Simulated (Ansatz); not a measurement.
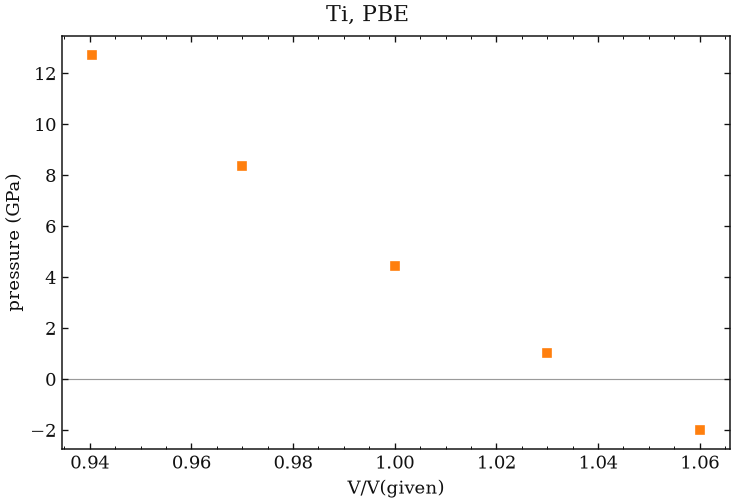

Method: periodic Kohn-Sham DFT of a crystal at fixed atoms, scaled to the stated factor times the given cell; pressure positive in compression (Ansatz 0.2.0). Level: PBE.

| setting | value |
| --- | --- |
| method | frozen-core PAW |
| relativity | scalar |
| k mesh | 14×14×14 |
| occupations | Fermi–Dirac |
| smearing width | 0.05 eV |
| wave cutoff | 420 eV |
| PAW set | soft_2 |

Structure:
```cif
data_structure
_symmetry_space_group_name_H-M 'P 1'
_symmetry_Int_Tables_number 1
_cell_length_a 2.8709
_cell_length_b 2.8709
_cell_length_c 2.8709
_cell_angle_alpha 60.000
_cell_angle_beta 60.000
_cell_angle_gamma 60.000
_cell_volume 16.73
loop_
_atom_site_label
_atom_site_type_symbol
_atom_site_fract_x
_atom_site_fract_y
_atom_site_fract_z
_atom_site_occupancy
Ti1 Ti 0.00000 0.00000 0.00000 1
```

Caption: Pressure against V/V(given) for Ti, space group Fm-3m (No. 225).

V(given) is 16.73 Å³/atom.

The pressure falls from 12.7 GPa at V/V(given) 0.941 to −2.0 GPa at 1.060, and changes sign near 1.040. The volume at zero pressure from a fit of the pressures is 17.4 Å³/atom. The bulk modulus from that fit is 107 GPa.
